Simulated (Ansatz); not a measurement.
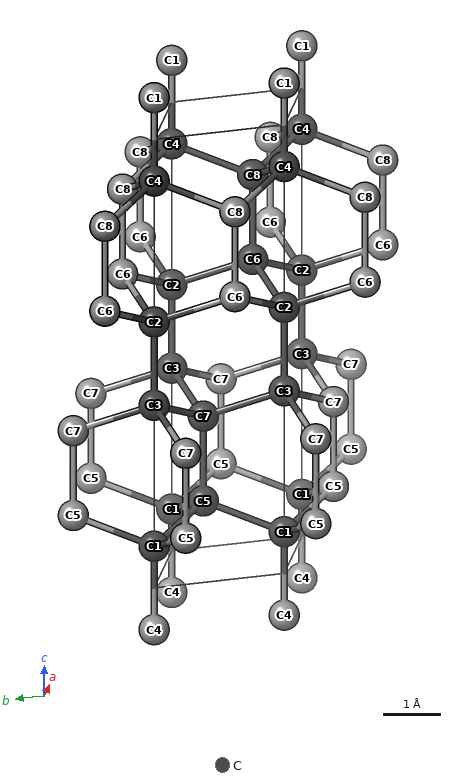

**Figure 1.** The structure (ball-and-stick view of the cell of the calculation, seen at an oblique angle; neighbours outside the cell are drawn fainter; atoms are numbered from 1 in the order of the input). An atom can appear more than once, as a periodic image. Near neighbours in the periodic cell (some may lie outside the picture): C has 4 C at 1.54 to 1.57 Å.

## What a change does: single-point calculation on C

System: C (8 atoms in the cell).
Method of the first run: DFT PBE, scalar-relativistic, plane waves, PAW, no spin polarisation (Ansatz 0.2.0).

The structure derives from an entry of the Crystallography Open Database. Text and figures count atoms from 1; the logs count them from 0 in places.

## The input, the first run
```yaml
crystal:
  lattice:
    - [2.5180184915, 0.0, 0.0]
    - [-1.2590092457, 2.1806679808, 0.0]
    - [0.0, 0.0, 8.3045881819]
  atoms:
    - { symbol: C, position: [0.0, 0.0, 0.0929681641] }
    - { symbol: C, position: [0.0, 0.0, 0.5929681641] }
    - { symbol: C, position: [0.0, 0.0, 0.4070318359] }
    - { symbol: C, position: [0.0, 0.0, 0.9070318359] }
    - { symbol: C, position: [0.3333333333, 0.6666666667, 0.1555285626] }
    - { symbol: C, position: [0.6666666667, 0.3333333333, 0.6555285626] }
    - { symbol: C, position: [0.3333333333, 0.6666666667, 0.3444714374] }
    - { symbol: C, position: [0.6666666667, 0.3333333333, 0.8444714374] }
basis:
  ecutwfc: 420
kpoints:
  mp_grid: { grid: [12, 12, 4] }
hamiltonian:
  xc: pbe
scf:
  occupations: { method: gaussian, width: 0.05 }
output:
  forces: true
  stress: true
  eigenvalues: true
```

Command:
```bash
ansatz run input.yaml --threads 2 --pin off --max-ram 5120MiB --backend cpu --events-out ev --progress --plain --runs-dir out
```

Hardware: 2 threads of Intel Xeon @ 2.50GHz (Skylake/Cascade Lake), 189 GiB of memory available, shared host.

## Output, shortened to warnings, some set-up lines, iterations and results (the first run)
```
Basis set: ecut = 420 eV, 909 PW (Γ), exchange–correlation on 36×36×120 points (8 copies of the dense FFT grid, shifted against one another)
Symmetry: 24 space group operations
k-points: 57 of 576
Initial density: superposition of atomic densities (neutral atoms: chi_scale 0, normalization atom), corrected by the library's trained network
[...]
SCF iter   1: F=—  HF=-2006.390606 eV  |F-HF|=—  |Δ(HF+E_count)|=         —  Δρ=2.98e-3  dr2=2.94e-3  ethr=1.77e-3  ⟨swp⟩=5.9  Hψ=6543  notcnv=0  defer=20
SCF iter   2: F=—  HF=-2006.389884 eV  |F-HF|=—  |Δ(HF+E_count)|=   7.22e-4  Δρ=1.28e-3  dr2=2.61e-4  ethr=9.20e-6  ⟨swp⟩=2.1  Hψ=2609  notcnv=0  defer=54
SCF iter   3: F=—  HF=-2006.390031 eV  |F-HF|=—  |Δ(HF+E_count)|=   1.47e-4  Δρ=5.15e-4  dr2=3.23e-5  ethr=8.16e-7  ⟨swp⟩=2.8  Hψ=2110  notcnv=0  defer=18
SCF iter   4: F=—  HF=-2006.390094 eV  |F-HF|=—  |Δ(HF+E_count)|=   6.30e-5  Δρ=8.12e-5  dr2=7.69e-7  ethr=1.01e-7  ⟨swp⟩=2.3  Hψ=2102  notcnv=0  defer=18
SCF iter   5: F=-2006.390095 eV  HF=-2006.390095 eV  |F-HF|=8.47e-9  |Δ(HF+E_count)|=   1.34e-6  Δρ=6.55e-6  dr2=8.18e-9  ethr=2.40e-9  ⟨swp⟩=2.3  Hψ=2059  notcnv=0  defer=18
SCF iter   6: F=-2006.390095 eV  HF=-2006.390095 eV  |F-HF|=5.89e-10  |Δ(HF+E_count)|=   9.82e-9  Δρ=1.20e-6  dr2=2.66e-10  ethr=2.56e-11  ⟨swp⟩=5.0  Hψ=4681  notcnv=0
SCF 1 converged in 6 iterations: F = -2006.390095 eV  dr2 = 2.66e-10
SCF converged after 6 iterations
Free energy (F): -2006.390095 eV
Harris-Foulkes:  -2006.390095 eV  (|F-HF|=5.89e-10)
Internal energy: -2006.390095 eV  (E = F + TS)
E sigma→0 (E₀):  -2006.390095 eV
Fermi energy:    15.625338 eV
--- Per-component energies (eV) ---
  E_band       = 136.856059
  E_kinetic    = 736.725275
  E_local      = -492.904958  (includes V_loc(G=0)·N_el)
  E_nonlocal   = 213.111208
  E_hartree    = 108.235723
  E_xc         = -389.416158
  E_vxc        = -483.425681  (∫ρ·V_xc dr)
  E_paw        = -793.628997  (= ΣΔE_a)
  E_vpaw       = -53.121277  (= ΣTr[D̂ρ^β])
  E_aug_tail   = 0.000070  (compensation charges beyond the density's cutoff)
  E_ewald      = -1388.512258
  E_smearing   = -0.000000  (= −TS)
  E_closure    = 0.000000  (closes the sum)
  Σ components = -2006.390095   (vs F -2006.390095, Δ=0.00e0)
--- Forces (eV/Å), atoms counted from 1 ---
  atom   1  C     -0.00000000    -0.00000000     0.00030774
  atom   2  C      0.00000000     0.00000000     0.00030774
  atom   3  C     -0.00000000    -0.00000000    -0.00030774
  atom   4  C      0.00000000     0.00000000    -0.00030774
  atom   5  C     -0.00000000     0.00000000    -0.00027898
  atom   6  C      0.00000000    -0.00000000    -0.00027898
  atom   7  C     -0.00000000     0.00000000     0.00027898
  atom   8  C      0.00000000    -0.00000000     0.00027898
  max |Σ_I F_I| component: 7.40e-17 eV/Å
--- Stress (GPa, compression-positive) ---
        0.008385      -0.000000      -0.000000
       -0.000000       0.008385       0.000000
       -0.000000       0.000000       0.006242
  P = ⅓ Tr σ = 0.0077 GPa (0.077 kbar)
```

The input of the second run differs as follows (lines with − go, lines with + come):
```diff
-  ecutwfc: 420
+  ecutrho_ratio: 4
-  xc: pbe
+  xc: lda
+  n_extra_bands: 8
```

Predict how the results change.

The total energies belong to different methods, so their difference says nothing on which is more stable or more accurate. The gap on the mesh goes from 4.54 to 4.50 eV. The pressure goes from 0.01 to −14.70 GPa. The functional changes from PBE to LDA. The number of SCF iterations is the same.

## Output, shortened to warnings, some set-up lines, iterations and results (the second run)
```
Basis set: ecut = 420 eV, 909 PW (Γ)
Symmetry: 24 space group operations
k-points: 57 of 576
Initial density: superposition of atomic densities (neutral atoms: chi_scale 0, normalization atom), corrected by the library's trained network
[...]
SCF iter   1: F=—  HF=-1943.801864 eV  |F-HF|=—  |Δ(HF+E_count)|=         —  Δρ=7.42e-3  dr2=1.10e-2  ethr=1.77e-3  ⟨swp⟩=6.0  Hψ=6462  notcnv=0  defer=21
SCF iter   2: F=—  HF=-1943.798269 eV  |F-HF|=—  |Δ(HF+E_count)|=   3.60e-3  Δρ=3.47e-3  dr2=2.04e-3  ethr=3.44e-5  ⟨swp⟩=1.9  Hψ=2432  notcnv=0  defer=58
SCF iter   3: F=—  HF=-1943.797686 eV  |F-HF|=—  |Δ(HF+E_count)|=   5.82e-4  Δρ=6.06e-4  dr2=2.22e-4  ethr=6.37e-6  ⟨swp⟩=2.3  Hψ=1959  notcnv=0  defer=58
SCF iter   4: F=—  HF=-1943.797617 eV  |F-HF|=—  |Δ(HF+E_count)|=   6.93e-5  Δρ=6.54e-5  dr2=6.90e-7  ethr=6.95e-7  ⟨swp⟩=2.0  Hψ=1789  notcnv=0  defer=58
SCF iter   5: F=—  HF=-1943.797617 eV  |F-HF|=—  |Δ(HF+E_count)|=   3.10e-7  Δρ=1.54e-5  dr2=2.62e-8  ethr=2.16e-9  ⟨swp⟩=2.0  Hψ=2051  notcnv=0  defer=58
SCF iter   6: F=-1943.797617 eV  HF=-1943.797617 eV  |F-HF|=8.09e-11  |Δ(HF+E_count)|=   3.24e-9  Δρ=2.07e-6  dr2=5.11e-10  ethr=8.18e-11  ⟨swp⟩=6.7  Hψ=5302  notcnv=0
SCF 1 converged in 6 iterations: F = -1943.797617 eV  dr2 = 5.11e-10
SCF converged after 6 iterations
Free energy (F): -1943.797617 eV
Harris-Foulkes:  -1943.797617 eV  (|F-HF|=8.09e-11)
Internal energy: -1943.797617 eV  (E = F + TS)
E sigma→0 (E₀):  -1943.797617 eV
Fermi energy:    15.350944 eV
--- Per-component energies (eV) ---
  E_band       = 130.928433
  E_kinetic    = 736.314736
  E_local      = -500.618366  (includes V_loc(G=0)·N_el)
  E_nonlocal   = 221.339029
  E_hartree    = 107.387369
  E_xc         = -386.366903
  E_vxc        = -480.909727  (∫ρ·V_xc dr)
  E_paw        = -733.843968  (= ΣΔE_a)
  E_vpaw       = -59.972139  (= ΣTr[D̂ρ^β])
  E_aug_tail   = 0.000083  (compensation charges beyond the density's cutoff)
  E_ewald      = -1388.512258
  E_core_change = 0.502660  (= ΣΔE_core)
  E_smearing   = -0.000000  (= −TS)
  E_closure    = 0.000000  (closes the sum)
  Σ components = -1943.797617   (vs F -1943.797617, Δ=0.00e0)
--- Forces (eV/Å), atoms counted from 1 ---
  atom   1  C     -0.00000000    -0.00000000    -0.00631506
  atom   2  C      0.00000000     0.00000000    -0.00631506
  atom   3  C     -0.00000000    -0.00000000     0.00631506
  atom   4  C     -0.00000000     0.00000000     0.00631506
  atom   5  C     -0.00000000     0.00000000    -0.01894587
  atom   6  C      0.00000000    -0.00000000    -0.01894587
  atom   7  C     -0.00000000     0.00000000     0.01894587
  atom   8  C      0.00000000    -0.00000000     0.01894587
  max |Σ_I F_I| component: 2.41e-16 eV/Å
--- Stress (GPa, compression-positive) ---
      -14.817271      -0.000000      -0.000000
        0.000000     -14.817271       0.000000
       -0.000000       0.000000     -14.475775
  P = ⅓ Tr σ = -14.7034 GPa (-147.034 kbar)
```

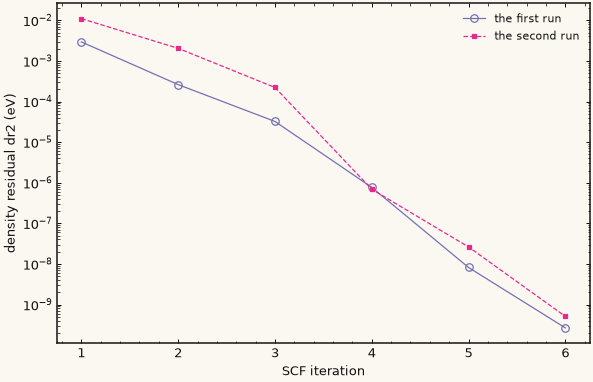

**Figure 2.** Convergence of the two runs: density residual dr2 against the SCF iteration. The first run takes 6 iterations in all, and the second run takes 6.

## The two runs side by side

| quantity | the first run | the second run |
| --- | --- | --- |
| outcome | converged | converged |
| free energy per atom (eV) | −250.7988 | −242.9747 |
| gap on the mesh (eV) | 4.54 | 4.50 |
| pressure (GPa) | 0.01 | −14.70 |
| largest force (eV/Å) | 0.000 | 0.019 |
| SCF iterations | 6 | 6 |
| irreducible k-points | 57 | 57 |
| plane waves at Γ | 909 | 909 |
| wall time (shared host) | 3.7 s | 3.4 s |

For the second run: The cell is under a tension of 14.7 GPa at this level, so it is not at its equilibrium volume.
